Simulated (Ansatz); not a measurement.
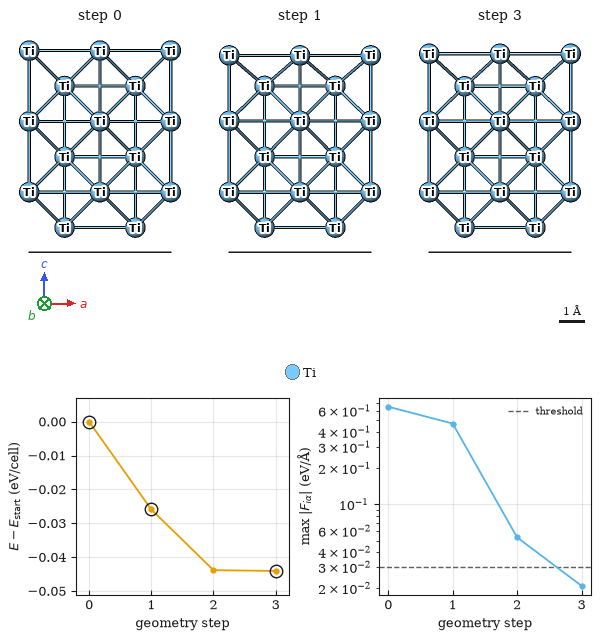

Frames of a constrained relaxation of a slab of composition Ti (cut from the Fm-3m phase), marked on the history of the run. The picture is a ball-and-stick view of the 2 × 2 repeat of the cell, outlined in the plane, without the vacuum, seen along the b axis.

Case: clean slab, lower half held. The slab is the (1 1 0) face of Ti. 3 atoms are held fixed.

All numbers below come from DFT PBEsol, scalar-relativistic, plane waves, PAW in Ansatz.

Input file:
```yaml
crystal:
  lattice:
    - [2.8679135959, 0.0, 0.0]
    - [0.0, 4.0558423031, 0.0]
    - [0.0, 0.0, 24.1697839898]
  atoms:
    - { symbol: Ti, position: [0.5, 0.5, 0.3516787739] }
    - { symbol: Ti, position: [0.0, 0.0, 0.4110072644] }
    - { symbol: Ti, position: [0.5, 0.5, 0.4703357548] }
    - { symbol: Ti, position: [0.0, 0.0, 0.5296642452] }
    - { symbol: Ti, position: [0.5, 0.5, 0.5889927356] }
    - { symbol: Ti, position: [0.0, 0.0, 0.6483212261] }
basis:
  ecutwfc: 420
kpoints:
  mp_grid: { grid: [10, 7, 1] }
hamiltonian:
  xc: pbesol
scf:
  occupations: { method: gaussian, width: 0.1 }
output:
  forces: true
  eigenvalues: true
relax:
  adjacent_minimum: "off"
  f_tol: 0.03
  max_steps: 70
  constraints: [{ sites: [0, 1, 2] }]
efield:
  axis: 3
  dipole_correction: true
  ramp_width: 0.04
```

Launched with:
```bash
ansatz run input.yaml --threads 2 --pin off --max-ram 5120MiB --backend cpu --events-out ev --progress --plain --runs-dir out
```

Describe the path.

The energy falls by 44.1 meV per cell of the calculation in 3 geometry steps. Largest force component: 0.65 eV/Å at the start, 0.021 eV/Å at the end. The largest move is that of Ti6, 0.13 Å along the normal (−c). The cell stays as it was. Among the contacts that change: Ti4–Ti6 2.868 → 2.734 Å, Ti5–Ti6 2.868 → 2.812 Å, Ti3–Ti5 2.868 → 2.856 Å. The run took 81 s on 2 threads of Intel(R) Xeon(R) Platinum 8259CL CPU @ 2.50GHz (Skylake/Cascade Lake), with other jobs on the host, peak memory 0.66 GiB. From step 0 to 1: Ti6 moves most (0.19 Å), energy −25.9 meV per cell of the calculation. From step 1 to 3: Ti6 moves most (0.07 Å), energy −18.1 meV per cell of the calculation.
